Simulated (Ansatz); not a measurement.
**Single-point calculation of GaP**

The run: single-point calculation of GaP (I-4m2, 2 atoms in the cell). Method and program: DFT r2SCAN, scalar-relativistic, plane waves, PAW, no spin polarisation (Ansatz 0.2.0).

The structure derives from an entry of the Crystallography Open Database. It belongs to a series of runs on one base structure; here: strain -0.0500 x Voigt [0, 0, 1, 0, 0, 0], atoms carried along. Figures and captions count atoms from 1; the log counts them from 0 in places.

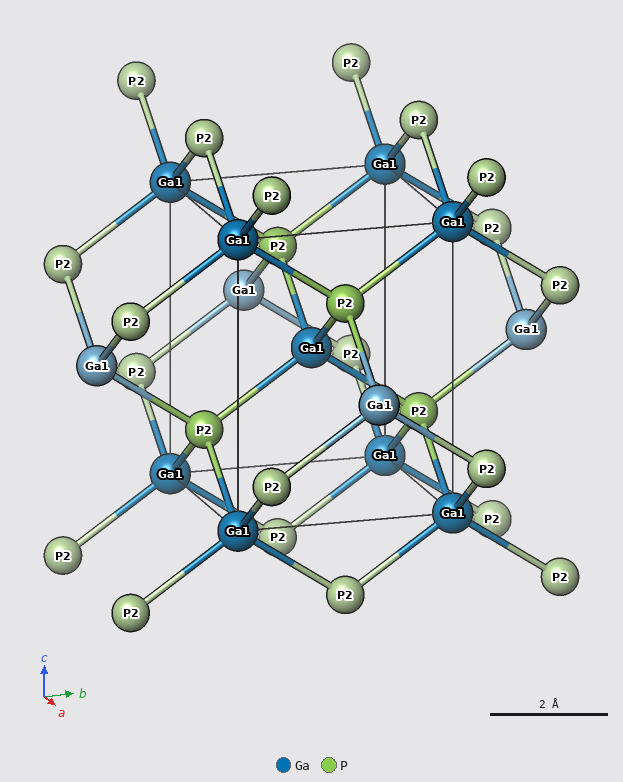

Fig. 1: The structure as given in the input (ball-and-stick view of the cell 2 times as large as that of the calculation, set on its symmetry axes, seen slightly off an axis; neighbours outside the cell are drawn fainter; atoms are numbered from 1 in the order of the input). An atom can appear more than once, as a periodic image.

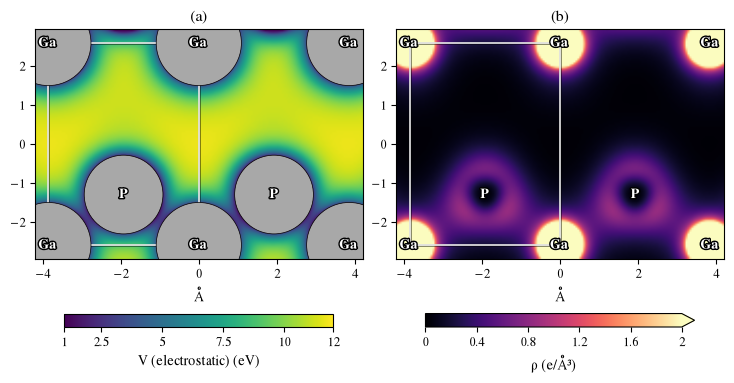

Fig. 2: (a) electrostatic potential energy of an electron; (b) valence charge density (pseudo) on the (010) plane of the conventional cell. Grey discs, where drawn, cover atomic cores. The section cuts through Ga and P sites. Ga–P (2.32 Å): ρ is about 0.59 e/Å³ halfway. Away from the nuclei the density in this plane falls to 0.02 e/Å³ at its lowest. Outside the cores the potential energy rises away from the atoms and is highest about 2.3 Å from the nearest atoms; outside the discs it spans about 10 eV, and its zero is arbitrary. Core electrons are frozen (PAW), so the fields are smoothed inside the atomic spheres.

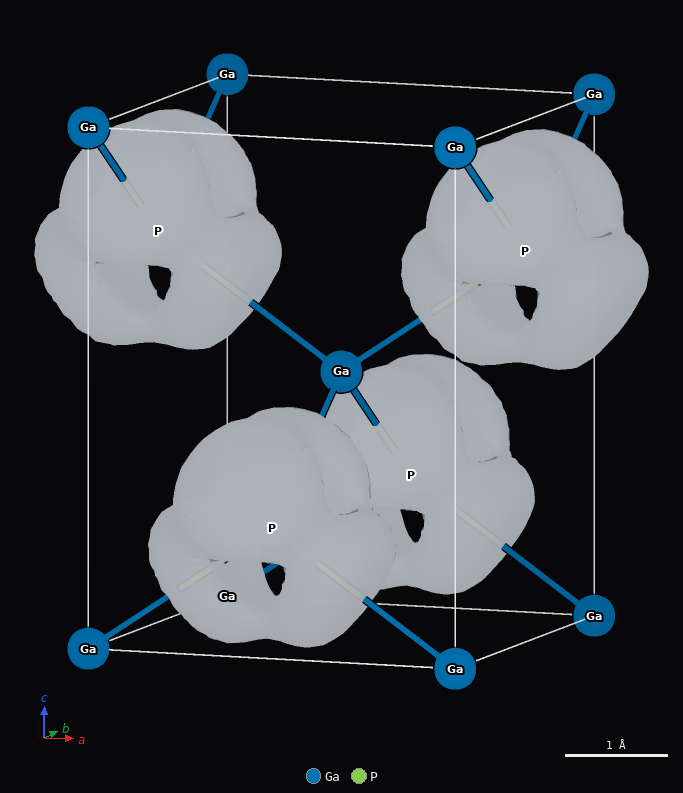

Fig. 3: Isosurface of the electron localisation function at 0.75 (grey), seen slightly off an axis. Core shells and regions of very low density are left out. Sticks mark near contacts. The outline is the cell set on symmetry axes. Values along the shortest contacts: Ga–P (2.32 Å): the ELF is about 0.80 at the midpoint.

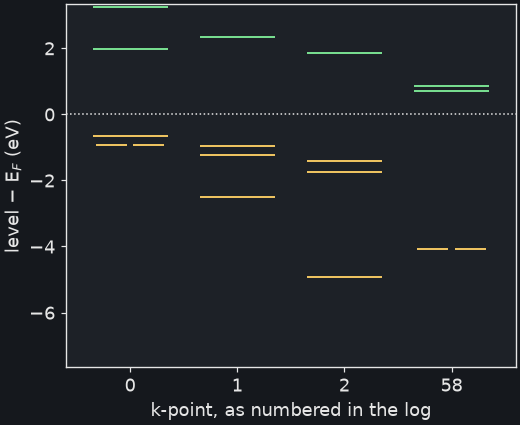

Fig. 4: Kohn–Sham levels near the Fermi level (dotted) at the few k-points that the log prints; levels within 0.02 eV of each other stand side by side. Among these points the highest filled and lowest empty levels are 1.35 eV apart; the gap on the full mesh, 1.29 eV, has an edge at a point that isn't printed.

These pictures come from the run below.

### The input
```yaml
crystal:
  lattice:
    - [0.0, 2.72525, 2.5889875]
    - [2.72525, 0.0, 2.5889875]
    - [2.72525, 2.72525, 0.0]
  atoms:
    - { symbol: Ga, position: [0.0, 0.0, 0.0] }
    - { symbol: P, position: [0.75, 0.75, 0.75] }
basis:
  ecutwfc: 500
kpoints:
  mp_grid: { grid: [8, 8, 8] }
hamiltonian:
  xc: r2scan
scf:
  occupations: { method: gaussian, width: 0.05 }
output:
  forces: true
  stress: true
  eigenvalues: true
  write_density: true
  write_potential: true
  elf: true
  volumetric_format: npy
```

Launch command:
```bash
ansatz run input.yaml --threads 1 --pin off --max-ram 2560MiB --backend cpu --events-out ev --progress --plain --runs-dir out
```

### The program's output
```
Engine: ansatz 0.2.0, x86_64-unknown-linux-gnu
Pseudopotentials: kind: paw
Pseudopotential: Ga, paw, valence charge 13, recommended cutoff 500 eV (meta_gga), Ga.paw.azcp
Pseudopotential: P, paw, valence charge 5, recommended cutoff 500 eV (meta_gga), P.paw.azcp
Functional definition: r2SCAN
  parameter k0 = 0.174
  parameter k1 = 0.065
  parameter a1 = 4.9479
  exchange = r2scan_x(k0 = k0, k1 = k1, a1 = a1)
  correlation = r2scan_c
Crystal: 2 atoms, lattice volume = 38.457 Å³
Basis set: ecut = 500 eV, 941 PW (Γ), exchange–correlation on 120×120×120 points (64 copies of the dense FFT grid, shifted against one another)
Bands: 13, of which v1, the nominal top of the filled ones, is band 9 counted from 1 (8 counted from 0)
Symmetry: 8 space group operations
Space group: I-4m2 (ITA 119), of the structure as read, at distance tolerance 3.4e-5 Å
k-points: 59 of 512 (time reversal used)
Non-local potential: Ga, projectors of the file, l = 0: 2, l = 1: 2, l = 2: 3, l = 3: 1
Non-local potential: P, projectors of the file, l = 0: 2, l = 1: 2, l = 2: 2
PAW form: soft (Blöchl's): semilocal exchange-correlation on the pseudo side does not see the compensation charge
PAW frozen core: Ga, regenerated for the run's functional (the file was generated under x = pbe(κ = 0.804, μ = 0.2195149727645171), c = pbe(β = 0.06672455060314922))
PAW frozen core: P, regenerated for the run's functional (the file was generated under x = pbe(κ = 0.804, μ = 0.2195149727645171), c = pbe(β = 0.06672455060314922))
PAW one-centre angular grid: Ga, 590 points (default); XC on 160 Gauss nodes
PAW one-centre angular grid: P, 302 points (default); XC on 160 Gauss nodes
Initial density: superposition of atomic densities (neutral atoms: chi_scale 0, normalization atom), corrected by the library's trained network
Initial wavefunctions: pseudopotential atomic-orbital guess
Functional: x = r2scan, c = r2scan; τ floored in thin density (d = 2e-4 eV/Å³)
SCF iter   1: F=—  HF=-4550.423464 eV  |F-HF|=—  |Δ(HF+E_count)|=         —  Δρ=8.82e-3  dr2=1.79e-2  dr2_τ=9.07e-3  ethr=1.77e-3  ⟨swp⟩=6.1  Hψ=5050  notcnv=0
preconditioner: auto → none  [insulator: Δε(μ)=1.217 eV  Ē_g=16.635 eV  σ=0.050 eV  W_gap=1.00  n_scr=12 (ndim 8)  ℏωp=25.4 eV  f_vac=0.007  D(μ)=0.00/eV (n_scr^D=0)  ε∞_Penn≈3.3]
SCF iter   2: F=—  HF=-4550.437072 eV  |F-HF|=—  |Δ(HF+E_count)|=   1.36e-2  Δρ=2.48e-3  dr2=3.14e-3  dr2_τ=1.01e-4  ethr=9.95e-5  ⟨swp⟩=2.6  Hψ=2080  notcnv=0
SCF iter   3: F=—  HF=-4550.435403 eV  |F-HF|=—  |Δ(HF+E_count)|=   1.67e-3  Δρ=1.70e-3  dr2=4.75e-4  dr2_τ=7.41e-6  ethr=1.74e-5  ⟨swp⟩=2.0  Hψ=1532  notcnv=0
SCF iter   4: F=—  HF=-4550.435645 eV  |F-HF|=—  |Δ(HF+E_count)|=   2.42e-4  Δρ=3.04e-4  dr2=5.72e-5  dr2_τ=6.55e-7  ethr=2.64e-6  ⟨swp⟩=2.7  Hψ=1270  notcnv=0
SCF iter   5: F=—  HF=-4550.435633 eV  |F-HF|=—  |Δ(HF+E_count)|=   1.16e-5  Δρ=1.14e-4  dr2=4.78e-6  dr2_τ=4.31e-8  ethr=3.18e-7  ⟨swp⟩=2.3  Hψ=964  notcnv=0
SCF iter   6: F=-4550.435632 eV  HF=-4550.435632 eV  |F-HF|=8.69e-8  |Δ(HF+E_count)|=   1.17e-6  Δρ=1.23e-5  dr2=6.86e-8  dr2_τ=4.47e-9  ethr=5.56e-10  ⟨swp⟩=10.8  Hψ=7096  notcnv=0
SCF 1 converged in 6 iterations: F = -4550.435632 eV  dr2 = 6.86e-8
  greatest PAW one-centre occupation: 0.993 electrons in one spin orbital (limit 2), on the Ga atom at site 0 (counted from 0), in its partial waves of l = 2
SCF converged after 6 iterations
Free energy (F): -4550.435632 eV
Harris-Foulkes:  -4550.435632 eV  (|F-HF|=8.69e-8)
Internal energy: -4550.435632 eV  (E = F + TS)
E sigma→0 (E₀):  -4550.435632 eV
Fermi energy:    8.406700 eV
--- Per-component energies (eV) ---
  E_band       = -57.903654
  E_kinetic    = 187.187183
  E_local      = -2167.405346  (includes V_loc(G=0)·N_el)
  E_nonlocal   = 460.415522
  E_hartree    = 1007.025205
  E_xc         = -121.877115
  E_vxc        = -126.072595  (∫ρ·V_xc dr)
  E_paw        = -2579.389341  (= ΣΔE_a)
  E_vpaw       = -432.147074  (= ΣTr[D̂ρ^β])
  E_aug_tail   = -0.000045  (compensation charges beyond the density's cutoff)
  E_vtau       = 6.062670  (kinetic-family band-sum trace: ∫τ·v_τ [+ j·A + Jᵃ·Aᵃ] dr)
  E_ewald      = -1335.647782
  E_core_change = -0.743912  (= ΣΔE_core)
  E_smearing   = -0.000000  (= −TS)
  E_closure    = -0.000000  (closes the sum)
  Σ components = -4550.435632   (vs F -4550.435632, Δ=0.00e0)
--- Forces (eV/Å), atoms counted from 1 ---
  atom   1  Ga    -0.00000000     0.00000000     0.00000000
  atom   2  P      0.00000000     0.00000000    -0.00000000
  max |Σ_I F_I| component: 5.55e-17 eV/Å
--- Stress (GPa, compression-positive) ---
        3.745312      -0.000000       0.000000
       -0.000000       3.745312       0.000000
        0.000000       0.000000       7.558509
  P = ⅓ Tr σ = 5.0164 GPa (50.164 kbar)
--- Band table (eV; the first three rows and the last of 59) ---
  k-point 0: bands = ["-7.5178", "-7.5178", "-7.5027", "-7.3879", "-7.3800", "-5.8606", "7.4732", "7.4732", "7.7640", "10.3759", "11.6636", "11.7825", "11.7825"]
  k-point 1: bands = ["-7.5354", "-7.5118", "-7.5009", "-7.3883", "-7.3794", "-5.6309", "5.9177", "7.1901", "7.4407", "10.7331", "12.0653", "12.1541", "12.6319"]
  k-point 2: bands = ["-7.5782", "-7.4989", "-7.4893", "-7.3880", "-7.3760", "-4.9850", "3.4774", "6.6587", "6.9991", "10.2652", "12.5824", "12.7505", "14.7743"]
  k-point 58: bands = ["-7.6703", "-7.4410", "-7.4312", "-7.4312", "-7.3471", "-2.3358", "0.6067", "4.3271", "4.3271", "9.1186", "9.2601", "19.2272", "19.2272"]
```

### Results in brief

| quantity | value |
| --- | --- |
| outcome | converged |
| space group (tolerance 0.01 Å) | I-4m2 (119) |
| electrons treated | 18 |
| free energy | −4550.4356 eV |
| Fermi energy | 8.407 eV |
| gap on the k-point mesh | 1.29 eV |
| pressure | 5.02 GPa |
| largest force (length of the vector) | under 0.001 eV/Å |
| hardware | 1 thread of Intel Xeon @ 2.50GHz (Skylake/Cascade Lake), 189 GiB of memory available, shared host |
| wall time | 15 s |
| peak memory | 0.47 GiB |
